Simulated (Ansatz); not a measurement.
## Run report: Pd, geometry relaxation (part 1 of 2)

- system: Pd (slab, 4 atoms in the cell)
- method: DFT PBE, scalar-relativistic, plane waves, PAW, no spin polarisation (Ansatz 0.2.0)

The structure derives from an entry of the Crystallography Open Database. The input holds or restrains some coordinates. Forces given for the steps count only the free coordinates. Figures and captions count atoms from 1; the log counts them from 0 in places.

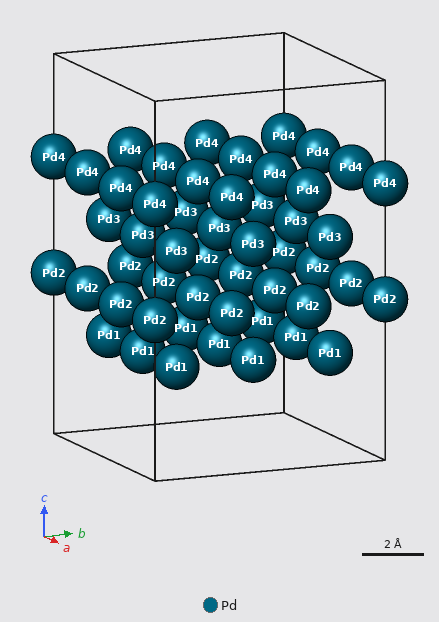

Figure 1. The input geometry (spheres-only view of the 3 × 3 repeat of the cell, with the vacuum cut short, seen slightly off an axis; atoms are numbered from 1 in the order of the input). An atom can appear more than once, as a periodic image.

Summary

- outcome: converged under the restraints of the input
- electrons treated: 72
- free energy: −27889.9359 eV
- work function, top face: 5.08 eV
- work function, bottom face: 5.09 eV
- Fermi energy: 3.164 eV
- gap on the k-point mesh: none (metallic)
- final volume: 178.07 Å³
- work function (upper face): 5.08 eV
- largest force (length of the vector) at the end, held atoms and coordinates included: 0.126 eV/Å
- hardware: 1 thread of AMD EPYC (Zen 3), 24 GiB of memory available, shared host
- wall time: 42 s
- peak memory: 0.49 GiB

Remarks

Warnings of the run: the exchange-correlation potential is rough where the density is thin.

The input
```yaml
crystal:
  lattice:
    - [2.787680625, 0.0, 0.0]
    - [0.0, 2.787680625, 0.0]
    - [0.0, 0.0, 22.9135636212]
  atoms:
    - { symbol: Pd, position: [0.5, 0.5, 0.3709593209] }
    - { symbol: Pd, position: [0.0, 0.0, 0.4569864403] }
    - { symbol: Pd, position: [0.5, 0.5, 0.5430135597] }
    - { symbol: Pd, position: [0.0, 0.0, 0.6290406791] }
basis:
  ecutwfc: 420
kpoints:
  mp_grid: { grid: [10, 10, 1] }
hamiltonian:
  xc: pbe
scf:
  occupations: { method: gaussian, width: 0.1 }
output:
  forces: true
  eigenvalues: true
  write_density: true
  write_potential: true
  elf: true
  volumetric_format: npy
relax:
  adjacent_minimum: "off"
  f_tol: 0.03
  max_steps: 70
  constraints: [{ sites: [0, 1] }]
efield:
  axis: 3
  dipole_correction: true
```

Command:
```bash
ansatz run input.yaml --threads 1 --pin off --max-ram 2560MiB --backend cpu --events-out ev --progress --plain --runs-dir out
```

Output
```
Engine: ansatz 0.2.0, x86_64-unknown-linux-gnu
Pseudopotentials: kind: paw
Pseudopotential: Pd, paw, valence charge 18, recommended cutoff 420 eV (normal), Pd.paw.azcp
Functional definition: PBE
  parameter kappa = 0.804
  parameter beta = 0.06672455060314922
  exchange = pbe_x(kappa = kappa, mu = beta*pi^2/3)
  correlation = pbe_c(beta = beta)
Crystal: 4 atoms, lattice volume = 178.065 Å³
Basis set: ecut = 420 eV, 3537 PW (Γ), exchange–correlation on 40×40×320 points (8 copies of the dense FFT grid, shifted against one another)
Bands: 44, of which v1, the nominal top of the filled ones, is band 36 counted from 1 (35 counted from 0)
Symmetry: 8 space group operations
k-points: 21 of 100
Non-local potential: Pd, projectors of the file, l = 0: 2, l = 1: 2, l = 2: 2, l = 3: 1
PAW form: soft (Blöchl's): semilocal exchange-correlation on the pseudo side does not see the compensation charge
PAW one-centre angular grid: Pd, 590 points (default); XC on 64 Gauss nodes
Initial density: superposition of atomic densities (neutral atoms: chi_scale 0, normalization atom), corrected by the library's trained network
Initial wavefunctions: pseudopotential atomic-orbital guess
Functional: x = pbe(κ = 0.804, μ = 0.2195149727645171), c = pbe(β = 0.06672455060314922)
SCF iter   1: F=—  HF=-27889.952247 eV  |F-HF|=—  |Δ(HF+E_count)|=         —  Δρ=8.49e-3  dr2=5.83e-1  ethr=1.77e-3  p=0.000 e·Å  D=1.38e-13 V/Å  ΔV_dip=-0.00 eV  dr2_dipole=9.52e-8  V_vac-E_F(+/−)=4.83/4.83 eV  ⟨swp⟩=8.4  Hψ=4033  notcnv=0  defer=6
efield: sawtooth ramp at fractional position 0.9500 (placed from the atoms, in the widest stretch of the axis that holds none; the zero of the levels goes with the place), width 0.1000; the density the first Hamiltonian is built on has a dipole p = 0.000 e·Å; the dipole correction subtracts the counter field D = 1.38e-13 V/Å, which shifts the + side's vacuum level by -0.00 eV against the − side's; the planar-averaged density in the ramp window peaks in size at 2.1e-5 e/Å³
preconditioner: auto → LDOS  [metal: Δε(μ)=0.007 eV  Ē_g=6.768 eV  σ=0.100 eV  W_gap=0.04  n_scr=36 (ndim 8)  ℏωp=17.6 eV  f_vac=0.600  D(μ)=11.26/eV (n_scr^D=136)  β→1.0]
SCF iter   2: F=—  HF=-27889.943366 eV  |F-HF|=—  |Δ(HF+E_count)|=   8.88e-3  Δρ=6.91e-3  dr2=1.60e-1  ethr=8.09e-4  p=-0.000 e·Å  D=-1.19e-5 V/Å  ΔV_dip=0.00 eV  dr2_dipole=3.62e-8  V_vac-E_F(+/−)=5.10/5.10 eV  ⟨swp⟩=2.4  Hψ=1220  notcnv=0  defer=40
SCF iter   3: F=—  HF=-27889.938223 eV  |F-HF|=—  |Δ(HF+E_count)|=   5.14e-3  Δρ=3.02e-3  dr2=1.09e-1  ethr=2.22e-4  p=-0.000 e·Å  D=-5.26e-6 V/Å  ΔV_dip=0.00 eV  dr2_dipole=2.22e-8  V_vac-E_F(+/−)=5.02/5.02 eV  ⟨swp⟩=2.5  Hψ=1400  notcnv=0  defer=40
SCF iter   4: F=—  HF=-27889.932985 eV  |F-HF|=—  |Δ(HF+E_count)|=   5.24e-3  Δρ=1.43e-3  dr2=4.89e-3  ethr=1.51e-4  p=-0.000 e·Å  D=-4.90e-6 V/Å  ΔV_dip=0.00 eV  dr2_dipole=1.03e-8  V_vac-E_F(+/−)=5.10/5.10 eV  ⟨swp⟩=1.5  Hψ=900  notcnv=0  defer=40
SCF iter   5: F=—  HF=-27889.933315 eV  |F-HF|=—  |Δ(HF+E_count)|=   3.30e-4  Δρ=4.19e-4  dr2=3.33e-4  ethr=6.79e-6  p=-0.000 e·Å  D=-3.96e-6 V/Å  ΔV_dip=0.00 eV  dr2_dipole=1.15e-9  V_vac-E_F(+/−)=5.10/5.10 eV  ⟨swp⟩=2.4  Hψ=1378  notcnv=0  defer=40
SCF iter   6: F=—  HF=-27889.933424 eV  |F-HF|=—  |Δ(HF+E_count)|=   1.09e-4  Δρ=7.50e-5  dr2=1.93e-5  ethr=4.63e-7  p=-0.000 e·Å  D=-1.75e-7 V/Å  ΔV_dip=0.00 eV  dr2_dipole=3.89e-10  V_vac-E_F(+/−)=5.09/5.09 eV  ⟨swp⟩=2.1  Hψ=1267  notcnv=0  defer=40
SCF iter   7: F=-27889.933436 eV  HF=-27889.933436 eV  |F-HF|=1.38e-7  |Δ(HF+E_count)|=   1.16e-5  Δρ=2.82e-5  dr2=2.30e-6  ethr=2.68e-8  p=-0.000 e·Å  D=-2.31e-7 V/Å  ΔV_dip=0.00 eV  dr2_dipole=1.85e-11  V_vac-E_F(+/−)=5.09/5.09 eV  ⟨swp⟩=19.8  Hψ=8488  notcnv=0
SCF 1 converged in 7 iterations: F = -27889.933436 eV  dr2 = 2.30e-6
  greatest PAW one-centre occupation: 0.999 electrons in one spin orbital (limit 2), on the Pd atom at site 0 (counted from 0), in its partial waves of l = 0
relax step   1: F+E_penalty+E_count = -27889.93343564 eV  Δ(F+E_penalty+E_count) = +0.000e0 eV  max|allowed force component| = 1.261e-1 eV/Å  Δτ_max = 0.0000 Å  (7 SCF iters, dr2 threshold 2.25e-5 eV, accepted)
Initial density: handed on by an earlier stage of this run
Initial wavefunctions: those handed on with the density
iter 1 solved again at ethr=2.63e-4 eV; its pass at ethr=3.10e-3 eV (dr2=1.89e-1 eV) is discarded
SCF iter   1: F=—  HF=-27889.943570 eV  |F-HF|=—  |Δ(HF+E_count)|=         —  Δρ=5.10e-3  dr2=1.70e-1  ethr=2.63e-4  p=0.000 e·Å  D=1.93e-7 V/Å  ΔV_dip=-0.00 eV  dr2_dipole=4.01e-2  V_vac-E_F(+/−)=5.07/5.07 eV  ⟨swp⟩=1.0  Hψ=3011  notcnv=0  defer=39
efield: sawtooth ramp at fractional position 0.9500 (handed on by an earlier solve), width 0.1000; the density the first Hamiltonian is built on has a dipole p = 0.000 e·Å; the dipole correction subtracts the counter field D = 1.93e-7 V/Å, which shifts the + side's vacuum level by -0.00 eV against the − side's; the planar-averaged density in the ramp window peaks in size at 8.9e-7 e/Å³
preconditioner: auto → LDOS  [metal: Δε(μ)=0.009 eV  Ē_g=6.933 eV  σ=0.100 eV  W_gap=0.05  n_scr=36 (ndim 8)  ℏωp=17.6 eV  f_vac=0.601  D(μ)=10.71/eV (n_scr^D=120)  β→1.0]
SCF iter   2: F=—  HF=-27889.942033 eV  |F-HF|=—  |Δ(HF+E_count)|=   1.54e-3  Δρ=2.92e-3  dr2=6.08e-2  ethr=2.36e-4  p=-0.005 e·Å  D=-5.15e-3 V/Å  ΔV_dip=0.12 eV  dr2_dipole=1.76e-2  V_vac-E_F(+/−)=5.20/5.08 eV  ⟨swp⟩=2.0  Hψ=1360  notcnv=0  defer=39
SCF iter   3: F=—  HF=-27889.935938 eV  |F-HF|=—  |Δ(HF+E_count)|=   6.10e-3  Δρ=1.27e-3  dr2=1.32e-2  ethr=8.45e-5  p=0.000 e·Å  D=2.18e-4 V/Å  ΔV_dip=-0.00 eV  dr2_dipole=3.13e-3  V_vac-E_F(+/−)=5.08/5.08 eV  ⟨swp⟩=2.0  Hψ=1393  notcnv=0  defer=39
SCF iter   4: F=—  HF=-27889.935544 eV  |F-HF|=—  |Δ(HF+E_count)|=   3.94e-4  Δρ=4.74e-4  dr2=9.31e-4  ethr=1.83e-5  p=0.000 e·Å  D=1.76e-4 V/Å  ΔV_dip=-0.00 eV  dr2_dipole=1.27e-4  V_vac-E_F(+/−)=5.08/5.09 eV  ⟨swp⟩=2.1  Hψ=1127  notcnv=0  defer=39
SCF iter   5: F=—  HF=-27889.935532 eV  |F-HF|=—  |Δ(HF+E_count)|=   1.21e-5  Δρ=2.17e-4  dr2=1.90e-4  ethr=1.29e-6  p=0.000 e·Å  D=2.12e-4 V/Å  ΔV_dip=-0.00 eV  dr2_dipole=1.71e-5  V_vac-E_F(+/−)=5.08/5.09 eV  ⟨swp⟩=2.0  Hψ=1270  notcnv=0  defer=39
SCF iter   6: F=—  HF=-27889.935555 eV  |F-HF|=—  |Δ(HF+E_count)|=   2.30e-5  Δρ=1.16e-4  dr2=7.37e-5  ethr=2.64e-7  p=0.000 e·Å  D=2.30e-4 V/Å  ΔV_dip=-0.01 eV  dr2_dipole=1.22e-7  V_vac-E_F(+/−)=5.08/5.09 eV  ⟨swp⟩=1.8  Hψ=1045  notcnv=0  defer=39
SCF iter   7: F=—  HF=-27889.935558 eV  |F-HF|=—  |Δ(HF+E_count)|=   3.00e-6  Δρ=6.81e-5  dr2=3.01e-5  ethr=1.02e-7  p=0.000 e·Å  D=1.69e-4 V/Å  ΔV_dip=-0.00 eV  dr2_dipole=6.67e-8  V_vac-E_F(+/−)=5.08/5.09 eV  ⟨swp⟩=1.5  Hψ=936  notcnv=0  defer=39
SCF iter   8: F=—  HF=-27889.935559 eV  |F-HF|=—  |Δ(HF+E_count)|=   8.03e-7  Δρ=1.70e-5  dr2=2.14e-6  ethr=4.18e-8  p=0.000 e·Å  D=1.27e-4 V/Å  ΔV_dip=-0.00 eV  dr2_dipole=2.12e-7  V_vac-E_F(+/−)=5.08/5.09 eV  ⟨swp⟩=1.4  Hψ=945  notcnv=0  defer=39
iter 9 did not close the SCF: its close was put off until two iterations running show no level that it waits for move by more than its bar (scf_convergence_deferred on its scf_iter line)
SCF iter   9: F=-27889.935559 eV  HF=-27889.935559 eV  |F-HF|=4.37e-8  |Δ(HF+E_count)|=   5.42e-7  Δρ=6.94e-6  dr2=1.61e-7  ethr=1.38e-9  p=0.000 e·Å  D=1.46e-4 V/Å  ΔV_dip=-0.00 eV  dr2_dipole=1.10e-8  V_vac-E_F(+/−)=5.08/5.09 eV  ⟨swp⟩=19.2  Hψ=7564  notcnv=0
iter 10 did not close the SCF: its close was put off until two iterations running show no level that it waits for move by more than its bar (scf_convergence_deferred on its scf_iter line)
SCF iter  10: F=-27889.935559 eV  HF=-27889.935559 eV  |F-HF|=4.54e-9  |Δ(HF+E_count)|=   3.56e-8  Δρ=3.56e-6  dr2=6.26e-8  ethr=2.23e-10  p=0.000 e·Å  D=1.48e-4 V/Å  ΔV_dip=-0.00 eV  dr2_dipole=8.49e-10  V_vac-E_F(+/−)=5.08/5.09 eV  ⟨swp⟩=9.8  Hψ=6893  notcnv=0
SCF iter  11: F=-27889.935559 eV  HF=-27889.935559 eV  |F-HF|=9.68e-9  |Δ(HF+E_count)|=   3.50e-8  Δρ=2.31e-6  dr2=1.84e-8  ethr=8.70e-11  p=0.000 e·Å  D=1.53e-4 V/Å  ΔV_dip=-0.00 eV  dr2_dipole=1.04e-10  V_vac-E_F(+/−)=5.08/5.09 eV  ⟨swp⟩=9.7  Hψ=6059  notcnv=0
SCF 2 converged in 11 iterations: F = -27889.935559 eV  dr2 = 1.84e-8
  greatest PAW one-centre occupation: 0.999 electrons in one spin orbital (limit 2), on the Pd atom at site 3 (counted from 0), in its partial waves of l = 0
relax step   2: F+E_penalty+E_count = -27889.93555922 eV  Δ(F+E_penalty+E_count) = -2.124e-3 eV  max|allowed force component| = 5.595e-2 eV/Å  Δτ_max = 0.0630 Å  (11 SCF iters, dr2 threshold 9.94e-7 eV, accepted)
SCF iter   1: F=—  HF=-27889.936365 eV  |F-HF|=—  |Δ(HF+E_count)|=         —  Δρ=1.22e-3  dr2=8.89e-3  ethr=1.60e-4  p=0.000 e·Å  D=1.54e-4 V/Å  ΔV_dip=-0.00 eV  dr2_dipole=1.94e-3  V_vac-E_F(+/−)=5.09/5.09 eV  ⟨swp⟩=2.9  Hψ=1718  notcnv=0  defer=39
efield: sawtooth ramp at fractional position 0.9500 (handed on by an earlier solve), width 0.1000; the density the first Hamiltonian is built on has a dipole p = 0.000 e·Å; the dipole correction subtracts the counter field D = 1.54e-4 V/Å, which shifts the + side's vacuum level by -0.00 eV against the − side's; the planar-averaged density in the ramp window peaks in size at 1.5e-6 e/Å³
preconditioner: auto → LDOS  [metal: Δε(μ)=0.008 eV  Ē_g=6.918 eV  σ=0.100 eV  W_gap=0.05  n_scr=36 (ndim 8)  ℏωp=17.6 eV  f_vac=0.601  D(μ)=10.88/eV (n_scr^D=120)  β→1.0]
SCF iter   2: F=—  HF=-27889.936335 eV  |F-HF|=—  |Δ(HF+E_count)|=   3.00e-5  Δρ=7.46e-4  dr2=3.91e-3  ethr=1.23e-5  p=0.001 e·Å  D=1.51e-3 V/Å  ΔV_dip=-0.03 eV  dr2_dipole=1.13e-3  V_vac-E_F(+/−)=5.05/5.09 eV  ⟨swp⟩=2.0  Hψ=1491  notcnv=0  defer=39
SCF iter   3: F=—  HF=-27889.935912 eV  |F-HF|=—  |Δ(HF+E_count)|=   4.23e-4  Δρ=3.03e-4  dr2=1.01e-3  ethr=5.44e-6  p=0.000 e·Å  D=1.41e-4 V/Å  ΔV_dip=-0.00 eV  dr2_dipole=2.73e-4  V_vac-E_F(+/−)=5.08/5.09 eV  ⟨swp⟩=2.0  Hψ=1309  notcnv=0  defer=39
SCF iter   4: F=—  HF=-27889.935902 eV  |F-HF|=—  |Δ(HF+E_count)|=   1.02e-5  Δρ=1.77e-4  dr2=1.27e-4  ethr=1.40e-6  p=0.000 e·Å  D=1.08e-4 V/Å  ΔV_dip=-0.00 eV  dr2_dipole=2.49e-5  V_vac-E_F(+/−)=5.08/5.09 eV  ⟨swp⟩=2.0  Hψ=1017  notcnv=0  defer=39
SCF iter   5: F=—  HF=-27889.935887 eV  |F-HF|=—  |Δ(HF+E_count)|=   1.56e-5  Δρ=4.20e-5  dr2=1.43e-5  ethr=1.76e-7  p=0.000 e·Å  D=9.85e-5 V/Å  ΔV_dip=-0.00 eV  dr2_dipole=2.69e-6  V_vac-E_F(+/−)=5.08/5.09 eV  ⟨swp⟩=2.0  Hψ=1184  notcnv=0  defer=39
SCF iter   6: F=—  HF=-27889.935945 eV  |F-HF|=—  |Δ(HF+E_count)|=   5.86e-5  Δρ=2.52e-5  dr2=3.40e-6  ethr=1.98e-8  p=0.000 e·Å  D=9.42e-5 V/Å  ΔV_dip=-0.00 eV  dr2_dipole=5.99e-8  V_vac-E_F(+/−)=5.08/5.09 eV  ⟨swp⟩=1.8  Hψ=1089  notcnv=0  defer=39
SCF iter   7: F=—  HF=-27889.935946 eV  |F-HF|=—  |Δ(HF+E_count)|=   5.89e-7  Δρ=1.51e-5  dr2=1.38e-6  ethr=4.72e-9  p=0.000 e·Å  D=1.10e-4 V/Å  ΔV_dip=-0.00 eV  dr2_dipole=2.07e-10  V_vac-E_F(+/−)=5.08/5.09 eV  ⟨swp⟩=1.5  Hψ=959  notcnv=0  defer=39
SCF iter   8: F=—  HF=-27889.935946 eV  |F-HF|=—  |Δ(HF+E_count)|=   1.63e-7  Δρ=4.59e-6  dr2=1.93e-7  ethr=1.91e-9  p=0.000 e·Å  D=1.21e-4 V/Å  ΔV_dip=-0.00 eV  dr2_dipole=1.68e-8  V_vac-E_F(+/−)=5.08/5.09 eV  ⟨swp⟩=1.4  Hψ=936  notcnv=0  defer=39
SCF iter   9: F=-27889.935946 eV  HF=-27889.935946 eV  |F-HF|=2.25e-9  |Δ(HF+E_count)|=   8.23e-8  Δρ=1.68e-6  dr2=1.11e-8  ethr=1.39e-10  p=0.000 e·Å  D=1.18e-4 V/Å  ΔV_dip=-0.00 eV  dr2_dipole=7.75e-10  V_vac-E_F(+/−)=5.08/5.09 eV  ⟨swp⟩=17.2  Hψ=6910  notcnv=0
SCF 3 converged in 9 iterations: F = -27889.935946 eV  dr2 = 1.11e-8
relax step   3: F+E_penalty+E_count = -27889.93594599 eV  Δ(F+E_penalty+E_count) = -3.868e-4 eV  max|allowed force component| = 8.944e-4 eV/Å  Δτ_max = 0.0167 Å  (9 SCF iters, accepted)
```

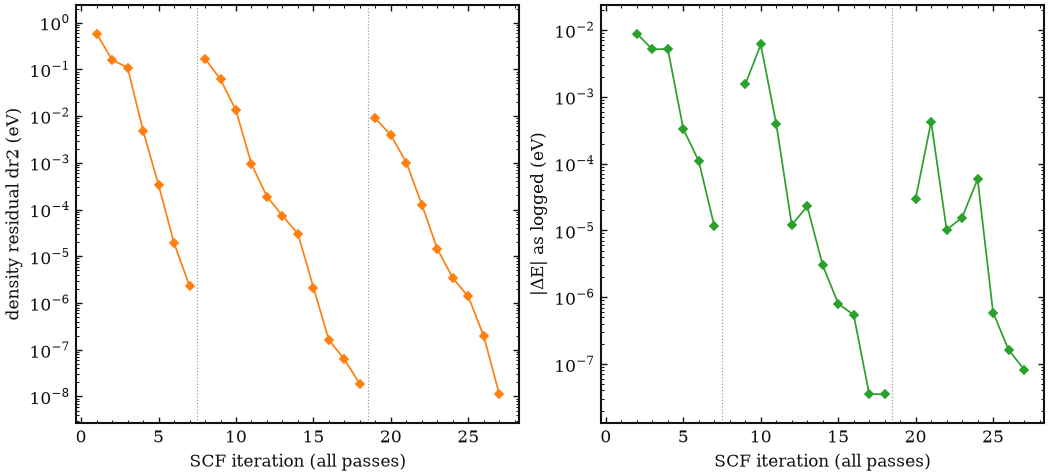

Figure 2. Convergence of the self-consistent field: density residual dr2 and size of the energy change against the SCF iteration. The dotted lines part the SCF passes of the relaxation: geometry steps, rejected trials and re-solves on a re-selected basis. The passes take 7, 11 and 9 iterations.
